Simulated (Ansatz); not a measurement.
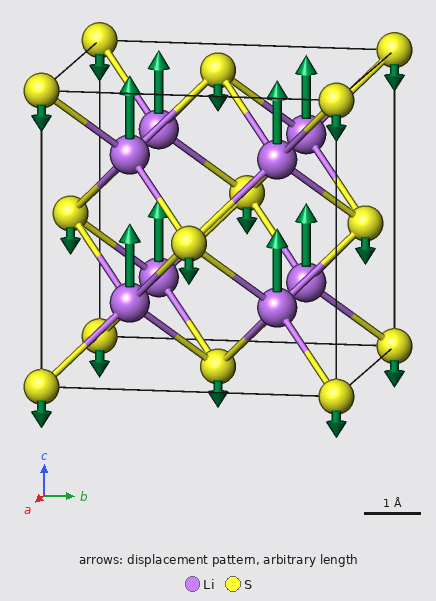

The lowest optical mode of crystalline Li₂S relaxed at 7 GPa, space group Fm-3m (No. 225), at the zone centre. Displacements are drawn as green arrows; their common scale and sign are arbitrary. The picture is a ball-and-stick view of the conventional cell (4 times the calculation's cell), seen slightly off an axis. Lengths and directions refer to the drawn axes.

Computed with Ansatz, DFT PBE, scalar-relativistic, plane waves, PAW. (plane-wave cutoff 420 eV; k-point mesh 8 × 8 × 8; occupations fixed; target pressure 7 GPa; no spin polarisation)

Frequencies are those without the non-analytic (LO–TO) term.

**Is this crystal at a minimum with respect to the drawn distortion?**

Yes: this softest mode has a real frequency, and so have all others here. That speaks for this wave vector alone: the rest of the zone wasn't checked in this run. This is the T₁u mode (triply degenerate; one member of the set is drawn) at 49.8 meV, the lowest optical level, infrared-active by symmetry. The Li sublattice moves against the S sublattice, along c; the kinetic energy is shared as Li 70 %, S 30 %. Its infrared intensity is 23 (D/Å)²/amu for the set. The value is the transverse one; the longitudinal partner lies at 512 cm⁻¹.
